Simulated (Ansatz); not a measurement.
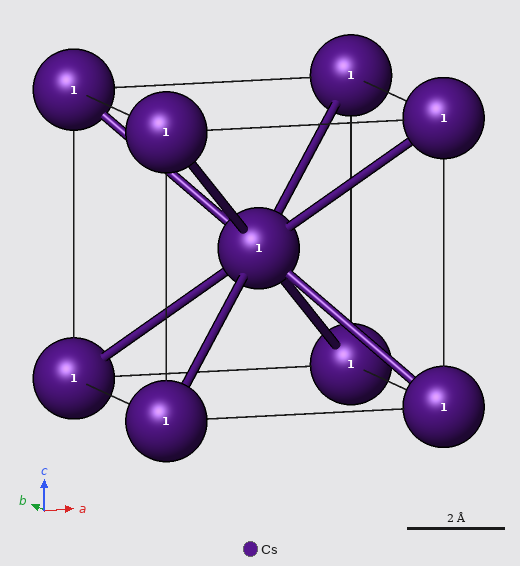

This is a symmetric starting cell of Cs. A ball-and-stick model of the conventional cell (2 times the calculation's cell), seen slightly off an axis. Lengths and directions refer to the drawn axes.

These are results of DFT r2SCAN, scalar-relativistic, plane waves, PAW in Ansatz, not measurements. Set-up: plane-wave cutoff 500 eV; k-point mesh 10 × 10 × 10; occupations gaussian; smearing width 0.1 eV; no spin polarisation.

Now this is done to it. All lengths are scaled by +1.4 % (volume +4.3 %), the atoms keeping their fractional coordinates. No relaxation follows. The starting cell wasn't computed here and needn't be at equilibrium, so pressure and forces aren't due to the change alone.

The input:
```yaml
crystal:
  lattice:
    - [-3.0650568, 3.0650568, 3.0650568]
    - [3.0650568, -3.0650568, 3.0650568]
    - [3.0650568, 3.0650568, -3.0650568]
  atoms:
    - { symbol: Cs, position: [0.0, 0.0, 0.0] }
basis:
  ecutwfc: 500
kpoints:
  mp_grid: { grid: [10, 10, 10] }
hamiltonian:
  xc: r2scan
scf:
  occupations: { method: gaussian, width: 0.1 }
output:
  forces: true
  stress: true
  eigenvalues: true
```

Question: Predict the response.

Answer: Some distances before and after: Cs–Cs 5.235 → 5.309 Å. The space group stays Im-3m (No. 229). The pressure is 0.1 GPa (not all of it need come from the change, since the unchanged cell can be under pressure at this level too). All forces vanish by symmetry.

The changed structure in the same view:

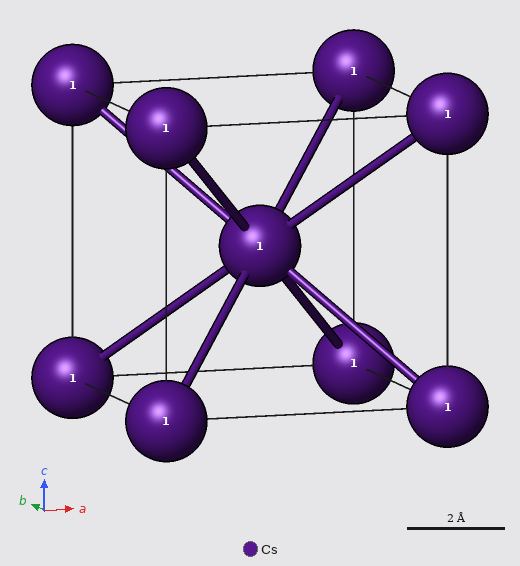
